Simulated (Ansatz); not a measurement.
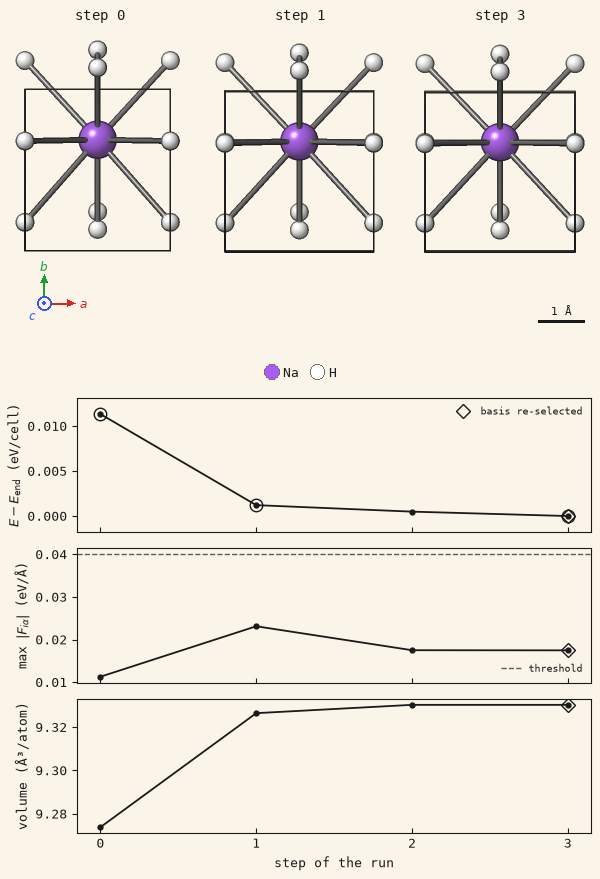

Frames of a relaxation of crystalline NaH₄ (a generated structure, set up in Amm2) (coarse preliminary run), marked on the history of the run. The picture is a ball-and-stick view of the cell of the calculation, seen along the c axis.

The calculation used DFT PBE, scalar-relativistic, plane waves, PAW (Ansatz).

The input:
```yaml
crystal:
  lattice:
    - [3.2136739118, 0.0, 0.0]
    - [0.0, 3.4503683983, 2.0908884407]
    - [0.0, -3.4503683983, 2.0908884407]
  atoms:
    - { symbol: Na, position: [0.5, 0.6878711229, 0.6878711229] }
    - { symbol: H, position: [0.5, 0.2432479725, 0.1335465999] }
    - { symbol: H, position: [0.5, 0.1335465999, 0.2432479725] }
    - { symbol: H, position: [0.0, 0.1771090701, 0.6794576946] }
    - { symbol: H, position: [0.0, 0.6794576946, 0.1771090701] }
basis:
  ecutwfc: 420
kpoints:
  mp_grid: { grid: [6, 6, 6] }
hamiltonian:
  xc: pbe
scf:
  occupations: { method: gaussian, width: 0.1 }
  lower_state_search: "off"
output:
  forces: true
  stress: true
  eigenvalues: true
relax:
  adjacent_minimum: "off"
  f_tol: 0.04
  max_steps: 70
  cell: { stress_tol: 0.4 }
```

Command:
```bash
ansatz run input.yaml --threads 1 --pin off --max-ram 2048MiB --backend cpu --events-out ev --progress --plain --runs-dir out
```

What happens along the run?

The largest moves relative to the cell, 0.008 Å, are those of H4 and H5. H5 goes along [0 3 2]. By element the largest moves are H 0.008 Å, Na 0.005 Å. The drawn cell changes as follows: a 3.214 → 3.318 Å (+3.2 %), b = c 4.034 → 3.998 Å (−0.9 %), α 117.6° → 118.4°; the volume changes by +0.6 %. Near-neighbour distances that change, for instance: Na1–Na1 3.214 → 3.318 Å, Na1–H2 2.127 → 2.083 Å, Na1–H4 2.558 → 2.581 Å, Na1–H4 (another image) 2.601 → 2.615 Å. The space group stays Amm2 (No. 38). The energy falls by 11.3 meV per cell of the calculation in 2 accepted moves (3 points after the start). Largest force component: 0.011 eV/Å at the start, 0.017 eV/Å at the end. Pressure: −0.07 GPa at the start and 0.03 GPa at the end. At 1 point the geometry stayed and the basis and grid were re-selected for the new cell (energy shift of 0.5 meV per cell of the calculation at most each time). Cost: 11 s on 1 thread of Arm Neoverse V1 (shared host), peak memory 0.31 GiB. From step 0 to 1: volume +0.6 %, energy −10.1 meV per cell of the calculation. From step 1 to 3: energy −1.2 meV per cell of the calculation.

```
step  E − E(0), meV/atom  largest force component, eV/Å  pressure, GPa  volume, Å³/atom                      note
   0                0.00                         0.0113          -0.07            9.274                          
   1               -2.03                         0.0231          -0.06            9.326                          
   2               -2.17                         0.0175           0.02            9.330                          
   3               -2.27                         0.0175           0.03            9.330  same geometry, new basis
```
